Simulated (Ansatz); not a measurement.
# SiC62 (cell charge +1, with a compensating background) (cell with a defect): what the fields show

SiC62 (cell charge +1, with a compensating background) (cell with a defect), 63 atoms, a = 7.14 Å, b = 7.14 Å, c = 7.14 Å, α = 90.00°, β = 90.00°, γ = 90.00°.

PAW files of the earlier set (soft_1); spin-polarised.

These are results of Ansatz 0.2.0, DFT PBE-D3(BJ), scalar-relativistic, plane waves, PAW, not measurements.

The density is the valence pseudo-density of a PAW calculation; it isn't the true density close to the nuclei.

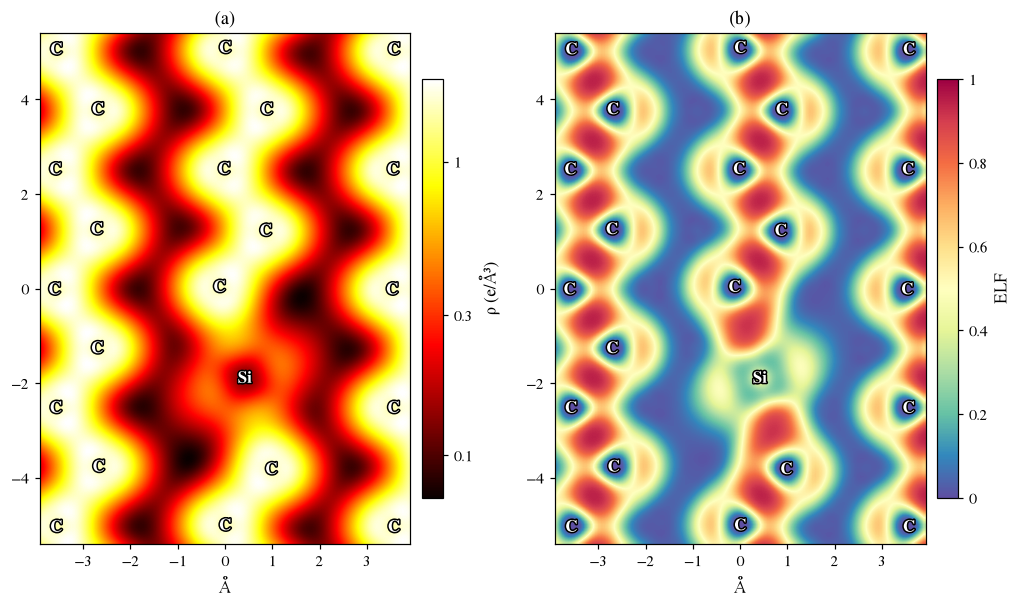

Figure 1. (a) valence electron density; (b) ELF on the (101̄) plane of the calculation cell.

**Read the bonding off the picture.**

The section cuts through C and Si sites. C–C (1.54 Å): the density is about 1.6 e/Å³ at the midpoint; the ELF peaks at about 0.95 between the atoms, as expected for a covalent bond. Si–C (2.00 Å): the density is about 0.72 e/Å³ at the midpoint; the ELF peaks at about 0.90 between the atoms. C–C (1.56 Å): ρ at the midpoint is about 1.6 e/Å³; the ELF peaks at about 0.95 between the atoms, as expected for a covalent bond. Between the atoms the lowest density in this plane is 0.07 e/Å³.

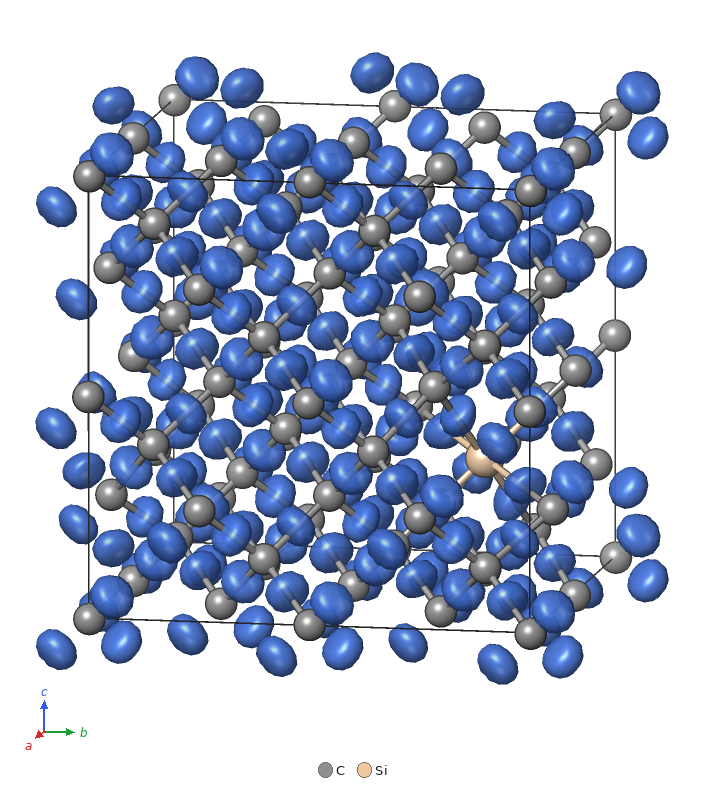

Figure 2. Isosurface of the electron localisation function at 0.85 (blue), seen slightly off an axis. Core shells and regions of very low density are left out. Sticks mark near contacts.

**What do the ELF domains correspond to?**

At this value the surface marks out 121 regions between bonded C–C atoms (shared pairs) and six regions between bonded C–Si atoms (shared pairs), counted in one cell of 63 atoms. Any copies at cell faces, edges or corners count once. Profiles from the grid: C–C (1.52 Å): the ELF peaks at about 0.95 between the atoms: a shared electron pair.
